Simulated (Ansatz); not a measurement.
## SnO: 7 runs along one coordinate

System: SnO (Pmn2₁, 4 atoms in the cell).
Method: DFT PBEsol, scalar-relativistic, plane waves, PAW, no spin polarisation (Ansatz 0.2.0).

The 7 runs differ only in the geometry, by a strain of the cell at fixed fractional positions. Against run 4, the strain is εxx = η and εyy = η. The structure derives from a Materials Project entry.

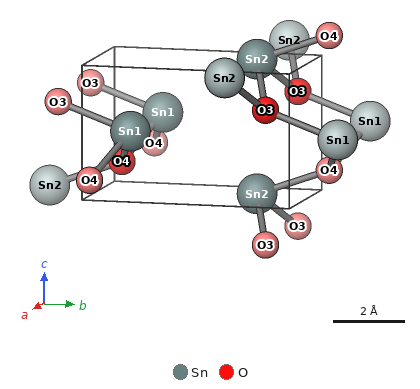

Figure 1. The structure of run 4 (ball-and-stick view of the cell of the calculation, seen slightly off an axis; neighbours outside the cell are drawn fainter; atoms are numbered from 1 in the order of the input).

## Input of run 4
```yaml
crystal:
  lattice:
    - [3.5642766451, 0.0, 0.0]
    - [0.0, 6.1328590783, 0.0]
    - [0.0, 0.0, 3.8941648049]
  atoms:
    - { symbol: Sn, position: [0.0, 0.2337892808, 0.5261742991] }
    - { symbol: Sn, position: [0.5, 0.7662107192, 0.0261742991] }
    - { symbol: O, position: [0.0, 0.8853564082, 0.7238267009] }
    - { symbol: O, position: [0.5, 0.1146435918, 0.2238267009] }
basis:
  ecutwfc: 420
kpoints:
  mp_grid: { grid: [8, 6, 8] }
hamiltonian:
  xc: pbesol
scf:
  occupations: { method: gaussian, width: 0.05 }
output:
  forces: true
  stress: true
  eigenvalues: true
```

Lattice vectors (Å) and fractional positions of run 4:
```
   3.564277    0.000000    0.000000
   0.000000    6.132859    0.000000
   0.000000    0.000000    3.894165
Sn  0.000000  0.233789  0.526174
Sn  0.500000  0.766211  0.026174
O   0.000000  0.885356  0.723827
O   0.500000  0.114644  0.223827
```

Run 3 differs from it as follows:
```diff
-    - [3.5642766451, 0.0, 0.0]
-    - [0.0, 6.1328590783, 0.0]
+    - [3.4399414133, 0.0, 0.0]
+    - [0.0, 5.9189221337, 0.0]
```

## Results, with one run withheld

| run | strain parameter η (%) | free energy per atom, from the lowest run given (meV) | pressure (GPa) | gap on the mesh (eV) |
| --- | --- | --- | --- | --- |
| 1 | −13.9535 | 135.18 | 21.73 | 0.93 |
| 2 | −10.4651 | 0.00 | 8.89 | 1.12 |
| 3 | −3.4884 | ? | ? | ? |
| 4 | 0.0000 | 80.23 | −10.18 | 1.38 |
| 5 | 3.4884 | 208.47 | −12.83 | 1.35 |
| 6 | 5.2279 | 284.36 | −13.75 | 1.34 |
| 7 | 6.9767 | 367.11 | −14.44 | 1.32 |

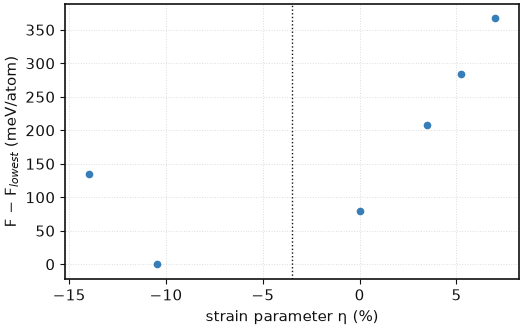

Figure 2. Free energy per atom of the runs given; the dotted line marks run 3.

What should run 3 give?

A cubic polynomial in the coordinate, fitted to the 6 runs given, misses them by at most 1.64 meV per atom. With x = η + 1.4543, it reads F = 35.276 + 27.027 x + 1.9916 x² − 0.064622 x³ (meV per atom). At run 3 it gives −10.92 meV per atom, and the run itself gives −6.97. The fit has its minimum at η = −6.8320 %. So low a polynomial doesn't follow these energies more closely. The gap on the mesh lies between 0.93 eV (run 1) and 1.38 eV (run 4); run 3 has 1.35 eV. These are gaps of this functional on this mesh, which can miss the band edges; they aren't the measured gap.

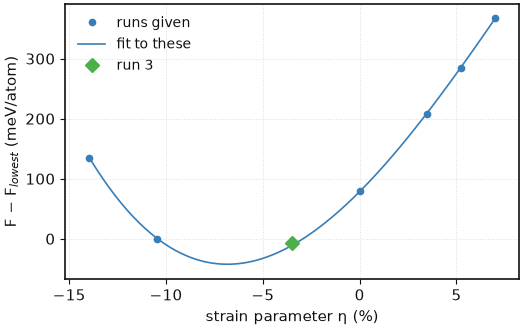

Figure 3. The fit and the withheld run.

## Output, shortened to warnings, some set-up lines, iterations and results (run 3)
```
Basis set: ecut = 420 eV, 1557 PW (Γ), exchange–correlation on 48×80×54 points (8 copies of the dense FFT grid, shifted against one another)
Symmetry: 4 space group operations
k-points: 100 of 384 (time reversal used)
Initial density: superposition of atomic densities (neutral atoms: chi_scale 0, normalization atom), corrected by the library's trained network
[...]
SCF iter   1: F=—  HF=-13020.950187 eV  |F-HF|=—  |Δ(HF+E_count)|=         —  Δρ=1.50e-2  dr2=1.82e-1  ethr=1.77e-3  ⟨swp⟩=6.1  Hψ=11378  notcnv=0
SCF iter   2: F=—  HF=-13020.913664 eV  |F-HF|=—  |Δ(HF+E_count)|=   3.65e-2  Δρ=2.12e-3  dr2=3.78e-3  ethr=4.55e-4  ⟨swp⟩=2.3  Hψ=3992  notcnv=0
SCF iter   3: F=—  HF=-13020.913265 eV  |F-HF|=—  |Δ(HF+E_count)|=   4.00e-4  Δρ=6.57e-4  dr2=2.70e-4  ethr=9.46e-6  ⟨swp⟩=2.0  Hψ=3290  notcnv=0
SCF iter   4: F=—  HF=-13020.913271 eV  |F-HF|=—  |Δ(HF+E_count)|=   6.13e-6  Δρ=2.66e-4  dr2=5.06e-5  ethr=6.75e-7  ⟨swp⟩=2.1  Hψ=4365  notcnv=0
SCF iter   5: F=—  HF=-13020.913275 eV  |F-HF|=—  |Δ(HF+E_count)|=   3.59e-6  Δρ=4.06e-5  dr2=5.77e-7  ethr=1.26e-7  ⟨swp⟩=2.1  Hψ=4253  notcnv=0
SCF iter   6: F=-13020.913276 eV  HF=-13020.913276 eV  |F-HF|=7.54e-8  |Δ(HF+E_count)|=   1.14e-6  Δρ=1.10e-5  dr2=4.49e-8  ethr=2.50e-10  ⟨swp⟩=6.9  Hψ=11652  notcnv=0
SCF 1 converged in 6 iterations: F = -13020.913276 eV  dr2 = 4.49e-8
SCF converged after 6 iterations
Free energy (F): -13020.913276 eV
Harris-Foulkes:  -13020.913276 eV  (|F-HF|=7.54e-8)
Internal energy: -13020.913276 eV  (E = F + TS)
E sigma→0 (E₀):  -13020.913276 eV
Fermi energy:    7.946441 eV
--- Per-component energies (eV) ---
  E_band       = -249.725884
  E_kinetic    = 716.961355
  E_local      = -2933.309825  (includes V_loc(G=0)·N_el)
  E_nonlocal   = 35.482460
  E_hartree    = 1543.055202
  E_xc         = -902.530263
  E_vxc        = -378.270329  (∫ρ·V_xc dr)
  E_paw        = -8432.281721  (= ΣΔE_a)
  E_vpaw       = -776.702601  (= ΣTr[D̂ρ^β])
  E_aug_tail   = 0.004770  (compensation charges beyond the density's cutoff)
  E_ewald      = -3048.935509
  E_core_change = 0.640255  (= ΣΔE_core)
  E_smearing   = -0.000000  (= −TS)
  E_closure    = -0.000000  (closes the sum)
  Σ components = -13020.913276   (vs F -13020.913276, Δ=0.00e0)
--- Forces (eV/Å), atoms counted from 1 ---
  atom   1  Sn     0.00000000    -1.05224957    -0.24126870
  atom   2  Sn     0.00000000     1.05224957    -0.24126870
  atom   3  O      0.00000000     0.11488893     0.24137308
  atom   4  O      0.00000000    -0.11488893     0.24137308
  max |Σ_I F_I| component: 2.09e-4 eV/Å
--- Stress (GPa, compression-positive) ---
       -7.121358       0.000000       0.000000
        0.000000      -6.849687       0.000000
        0.000000       0.000000      -4.301604
  P = ⅓ Tr σ = -6.0909 GPa (-60.909 kbar)
```
